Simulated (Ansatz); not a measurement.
# C: a changed input and its effect

System: C (10 atoms in the cell).
Method of the first run: DFT LDA, scalar-relativistic, plane waves, PAW, no spin polarisation (Ansatz 0.2.0).

The structure derives from an entry of the Crystallography Open Database. Text and figures count atoms from 1; the logs count them from 0 in places.

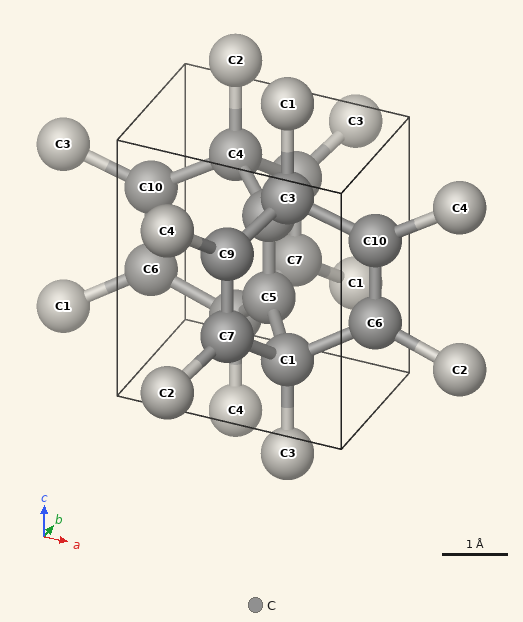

**Figure 1.** The input geometry (ball-and-stick view of the cell of the calculation, seen slightly off an axis; neighbours outside the cell are drawn fainter; atoms are numbered from 1 in the order of the input). An atom can appear more than once, as a periodic image.

**Input, the first run**
```yaml
crystal:
  lattice:
    - [4.7749561441, 0.0, 0.0]
    - [-2.3874780721, 4.1352333227, 0.0]
    - [0.0, 0.0, 4.1319840994]
  atoms:
    - { symbol: C, position: [0.6618098191, 0.3232007905, 0.1834601066] }
    - { symbol: C, position: [0.3284764857, 0.6565341239, 0.1834601066] }
    - { symbol: C, position: [0.6618098191, 0.3232007905, 0.8165398934] }
    - { symbol: C, position: [0.3284764857, 0.6565341239, 0.8165398934] }
    - { symbol: C, position: [0.5205880706, 0.5150715137, 0.3395339646] }
    - { symbol: C, position: [-0.0050785868, 0.5157887156, 0.3395339646] }
    - { symbol: C, position: [0.4942042114, -0.0105951437, 0.3395339646] }
    - { symbol: C, position: [0.5205880706, 0.5150715137, 0.6604660354] }
    - { symbol: C, position: [0.4942042114, -0.0105951437, 0.6604660354] }
    - { symbol: C, position: [-0.0050785868, 0.5157887156, 0.6604660354] }
basis:
  ecutwfc: 420
kpoints:
  mp_grid: { grid: [12, 12, 10] }
hamiltonian:
  xc: lda
scf:
  occupations: { method: gaussian, width: 0.15 }
output:
  forces: true
  stress: true
  eigenvalues: true
  write_density: true
  write_potential: true
  elf: true
  volumetric_format: npy
```

Launched with:
```bash
ansatz run input.yaml --threads 2 --pin off --max-ram 5120MiB --backend cpu --events-out ev --progress --plain --runs-dir out
```

Hardware: 2 threads of Oxide Virtual Turin-like (Zen 5), 32 GiB of memory available, shared host.

**Output, shortened to warnings, some set-up lines, iterations and results (the first run)**
```
Basis set: ecut = 420 eV, 1579 PW (Γ)
Symmetry: 2 space group operations
k-points: 444 of 1440 (time reversal used)
Initial density: superposition of atomic densities (neutral atoms: chi_scale 0, normalization atom), corrected by the library's trained network
[...]
SCF iter   1: F=—  HF=-2424.312000 eV  |F-HF|=—  |Δ(HF+E_count)|=         —  Δρ=1.88e-2  dr2=3.20e-1  ethr=1.77e-3  ⟨swp⟩=6.0  Hψ=63539  notcnv=0  defer=219
SCF iter   2: F=—  HF=-2424.239110 eV  |F-HF|=—  |Δ(HF+E_count)|=   7.29e-2  Δρ=9.96e-3  dr2=8.82e-2  ethr=8.00e-4  ⟨swp⟩=1.0  Hψ=16879  notcnv=0  defer=290
SCF iter   3: F=—  HF=-2424.212584 eV  |F-HF|=—  |Δ(HF+E_count)|=   2.65e-2  Δρ=1.77e-3  dr2=5.85e-3  ethr=2.21e-4  ⟨swp⟩=2.3  Hψ=17236  notcnv=0  defer=290
SCF iter   4: F=—  HF=-2424.212087 eV  |F-HF|=—  |Δ(HF+E_count)|=   4.97e-4  Δρ=8.42e-4  dr2=1.32e-3  ethr=1.46e-5  ⟨swp⟩=2.6  Hψ=18987  notcnv=0  defer=290
SCF iter   5: F=—  HF=-2424.212455 eV  |F-HF|=—  |Δ(HF+E_count)|=   3.69e-4  Δρ=2.67e-4  dr2=1.19e-4  ethr=3.30e-6  ⟨swp⟩=2.3  Hψ=20030  notcnv=0  defer=290
SCF iter   6: F=—  HF=-2424.212549 eV  |F-HF|=—  |Δ(HF+E_count)|=   9.38e-5  Δρ=6.38e-5  dr2=5.07e-6  ethr=2.96e-7  ⟨swp⟩=2.3  Hψ=18920  notcnv=0  defer=290
SCF iter   7: F=—  HF=-2424.212554 eV  |F-HF|=—  |Δ(HF+E_count)|=   4.68e-6  Δρ=1.70e-5  dr2=6.44e-7  ethr=1.27e-8  ⟨swp⟩=2.3  Hψ=19612  notcnv=0  defer=681
SCF iter   8: F=-2424.212554 eV  HF=-2424.212554 eV  |F-HF|=5.45e-8  |Δ(HF+E_count)|=   5.45e-8  Δρ=6.97e-6  dr2=9.03e-8  ethr=2.50e-10  ⟨swp⟩=15.5  Hψ=102592  notcnv=0
SCF 1 converged in 8 iterations: F = -2424.212554 eV  dr2 = 9.03e-8
SCF converged after 8 iterations
Free energy (F): -2424.212554 eV
Harris-Foulkes:  -2424.212554 eV  (|F-HF|=5.45e-8)
Internal energy: -2424.201354 eV  (E = F + TS)
E sigma→0 (E₀):  -2424.206954 eV
Entropy (-TS):   -0.011200 eV (-1.120 meV/atom)
Fermi energy:    8.199178 eV
--- Per-component energies (eV) ---
  E_band       = -44.641774
  E_kinetic    = 916.650282
  E_local      = -1633.004903  (includes V_loc(G=0)·N_el)
  E_nonlocal   = 282.227787
  E_hartree    = 529.906946
  E_xc         = -477.895623
  E_vxc        = -594.380660  (∫ρ·V_xc dr)
  E_paw        = -918.239464  (= ΣΔE_a)
  E_vpaw       = -75.941430  (= ΣTr[D̂ρ^β])
  E_aug_tail   = 0.000109  (compensation charges beyond the density's cutoff)
  E_ewald      = -1124.474812
  E_core_change = 0.628325  (= ΣΔE_core)
  E_smearing   = -0.011200  (= −TS)
  E_closure    = 0.000000  (closes the sum)
  Σ components = -2424.212554   (vs F -2424.212554, Δ=0.00e0)
--- Forces (eV/Å), atoms counted from 1 ---
  atom   1  C     -0.01753896     0.80858831     0.05388537
  atom   2  C     -0.01981471     0.75690649     0.06071543
  atom   3  C     -0.01753896     0.80858831    -0.05388537
  atom   4  C     -0.01981471     0.75690649    -0.06071543
  atom   5  C     -1.18849959    -1.16802225    -0.26427867
  atom   6  C      1.18087658    -1.22396495    -0.27290517
  atom   7  C      0.04497740     0.82645539    -0.10480911
  atom   8  C     -1.18849959    -1.16802225     0.26427867
  atom   9  C      0.04497740     0.82645539     0.10480911
  atom  10  C      1.18087658    -1.22396495     0.27290517
  max |Σ_I F_I| component: 7.40e-5 eV/Å
--- Stress (GPa, compression-positive) ---
        0.349634       0.054774       0.000000
        0.054774      -1.896193       0.000000
        0.000000       0.000000       0.346899
  P = ⅓ Tr σ = -0.3999 GPa (-3.999 kbar)
```

The input of the second run differs as follows (lines with − go, lines with + come):
```diff
-    - { symbol: C, position: [0.6618098191, 0.3232007905, 0.1834601066] }
-    - { symbol: C, position: [0.3284764857, 0.6565341239, 0.1834601066] }
-    - { symbol: C, position: [0.6618098191, 0.3232007905, 0.8165398934] }
-    - { symbol: C, position: [0.3284764857, 0.6565341239, 0.8165398934] }
-    - { symbol: C, position: [0.5205880706, 0.5150715137, 0.3395339646] }
-    - { symbol: C, position: [-0.0050785868, 0.5157887156, 0.3395339646] }
-    - { symbol: C, position: [0.4942042114, -0.0105951437, 0.3395339646] }
-    - { symbol: C, position: [0.5205880706, 0.5150715137, 0.6604660354] }
-    - { symbol: C, position: [0.4942042114, -0.0105951437, 0.6604660354] }
-    - { symbol: C, position: [-0.0050785868, 0.5157887156, 0.6604660354] }
+    - { symbol: C, position: [0.6610003445, 0.3215120334, 0.1834601066] }
+    - { symbol: C, position: [0.3276670112, 0.6548453667, 0.1834601066] }
+    - { symbol: C, position: [0.6610003445, 0.3215120334, 0.8165398934] }
+    - { symbol: C, position: [0.3276670112, 0.6548453667, 0.8165398934] }
+    - { symbol: C, position: [0.5240194157, 0.5175834327, 0.3395339646] }
+    - { symbol: C, position: [-0.0059250179, 0.5184201682, 0.3395339646] }
+    - { symbol: C, position: [0.4932382466, -0.012361001, 0.3395339646] }
+    - { symbol: C, position: [0.5240194157, 0.5175834327, 0.6604660354] }
+    - { symbol: C, position: [0.4932382466, -0.012361001, 0.6604660354] }
+    - { symbol: C, position: [-0.0059250179, 0.5184201682, 0.6604660354] }
```

How does the second run compare with the first run?

With the same functional and potentials, the second run lies 14.5 meV per atom higher. The largest force goes from 1.723 to 2.021 eV/Å. The number of SCF iterations is the same.

**Output, shortened to warnings, some set-up lines, iterations and results (the second run)**
```
Basis set: ecut = 420 eV, 1579 PW (Γ)
Symmetry: 2 space group operations
k-points: 444 of 1440 (time reversal used)
Initial density: superposition of atomic densities (neutral atoms: chi_scale 0, normalization atom), corrected by the library's trained network
[...]
SCF iter   1: F=—  HF=-2424.162453 eV  |F-HF|=—  |Δ(HF+E_count)|=         —  Δρ=1.86e-2  dr2=3.08e-1  ethr=1.77e-3  ⟨swp⟩=6.1  Hψ=63567  notcnv=0  defer=226
SCF iter   2: F=—  HF=-2424.092579 eV  |F-HF|=—  |Δ(HF+E_count)|=   6.99e-2  Δρ=9.83e-3  dr2=8.40e-2  ethr=7.69e-4  ⟨swp⟩=1.0  Hψ=16874  notcnv=0  defer=297
SCF iter   3: F=—  HF=-2424.067415 eV  |F-HF|=—  |Δ(HF+E_count)|=   2.52e-2  Δρ=1.73e-3  dr2=5.50e-3  ethr=2.10e-4  ⟨swp⟩=2.3  Hψ=17228  notcnv=0  defer=297
SCF iter   4: F=—  HF=-2424.066937 eV  |F-HF|=—  |Δ(HF+E_count)|=   4.77e-4  Δρ=8.15e-4  dr2=1.23e-3  ethr=1.38e-5  ⟨swp⟩=2.7  Hψ=19334  notcnv=0  defer=297
SCF iter   5: F=—  HF=-2424.067273 eV  |F-HF|=—  |Δ(HF+E_count)|=   3.35e-4  Δρ=2.58e-4  dr2=1.10e-4  ethr=3.08e-6  ⟨swp⟩=2.2  Hψ=20084  notcnv=0  defer=297
SCF iter   6: F=—  HF=-2424.067360 eV  |F-HF|=—  |Δ(HF+E_count)|=   8.75e-5  Δρ=6.15e-5  dr2=4.83e-6  ethr=2.75e-7  ⟨swp⟩=2.3  Hψ=18926  notcnv=0  defer=297
SCF iter   7: F=—  HF=-2424.067364 eV  |F-HF|=—  |Δ(HF+E_count)|=   3.59e-6  Δρ=1.65e-5  dr2=6.09e-7  ethr=1.21e-8  ⟨swp⟩=2.3  Hψ=19365  notcnv=0  defer=594
SCF iter   8: F=-2424.067364 eV  HF=-2424.067364 eV  |F-HF|=5.09e-8  |Δ(HF+E_count)|=   5.14e-8  Δρ=6.78e-6  dr2=8.64e-8  ethr=2.50e-10  ⟨swp⟩=15.5  Hψ=102294  notcnv=0
SCF 1 converged in 8 iterations: F = -2424.067364 eV  dr2 = 8.64e-8
SCF converged after 8 iterations
Free energy (F): -2424.067364 eV
Harris-Foulkes:  -2424.067364 eV  (|F-HF|=5.09e-8)
Internal energy: -2424.055829 eV  (E = F + TS)
E sigma→0 (E₀):  -2424.061597 eV
Entropy (-TS):   -0.011534 eV (-1.153 meV/atom)
Fermi energy:    8.189627 eV
--- Per-component energies (eV) ---
  E_band       = -44.534801
  E_kinetic    = 916.293992
  E_local      = -1630.954416  (includes V_loc(G=0)·N_el)
  E_nonlocal   = 282.186729
  E_hartree    = 529.044696
  E_xc         = -477.814941
  E_vxc        = -594.275318  (∫ρ·V_xc dr)
  E_paw        = -918.178866  (= ΣΔE_a)
  E_vpaw       = -75.868528  (= ΣTr[D̂ρ^β])
  E_aug_tail   = 0.000107  (compensation charges beyond the density's cutoff)
  E_ewald      = -1125.261455
  E_core_change = 0.628325  (= ΣΔE_core)
  E_smearing   = -0.011534  (= −TS)
  E_closure    = 0.000000  (closes the sum)
  Σ components = -2424.067364   (vs F -2424.067364, Δ=0.00e0)
--- Forces (eV/Å), atoms counted from 1 ---
  atom   1  C     -0.02030618     0.94447670     0.07091423
  atom   2  C     -0.02315835     0.87746326     0.08149764
  atom   3  C     -0.02030618     0.94447670    -0.07091423
  atom   4  C     -0.02315835     0.87746326    -0.08149764
  atom   5  C     -1.39262378    -1.36107265    -0.35779544
  atom   6  C      1.38352076    -1.42638628    -0.36935468
  atom   7  C      0.05256831     0.96547923    -0.14019868
  atom   8  C     -1.39262378    -1.36107265     0.35779544
  atom   9  C      0.05256831     0.96547923     0.14019868
  atom  10  C      1.38352076    -1.42638628     0.36935468
  max |Σ_I F_I| component: 7.95e-5 eV/Å
--- Stress (GPa, compression-positive) ---
        0.452770       0.074016       0.000000
        0.074016      -2.554706       0.000000
        0.000000       0.000000       0.489486
  P = ⅓ Tr σ = -0.5375 GPa (-5.375 kbar)
```

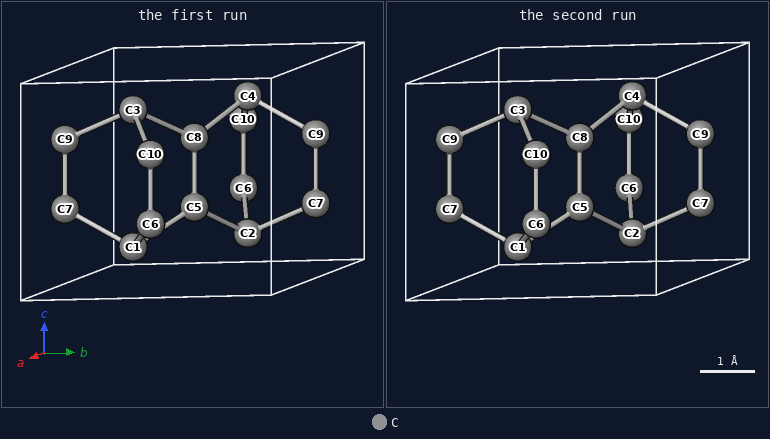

**Figure 2.** The two input geometries at one scale (ball-and-stick view of the cell of the calculation, seen slightly off an axis). The largest moves, 0.015 Å, are those of C5, C6, C8 and C10. (The mean shift of all atoms is removed.) The cell stays as it was.

**The two runs side by side**

| quantity | the first run | the second run |
| --- | --- | --- |
| outcome | converged | converged |
| free energy per atom (eV) | −242.4213 | −242.4067 |
| energy per atom, smearing taken to zero (eV) | −242.4207 | −242.4062 |
| gap on the mesh (eV) | 0.00 | 0.00 |
| pressure (GPa) | −0.40 | −0.54 |
| largest force (eV/Å) | 1.723 | 2.021 |
| SCF iterations | 8 | 8 |
| irreducible k-points | 444 | 444 |
| plane waves at Γ | 1579 | 1579 |
| wall time (shared host) | 54 s | 39 s |
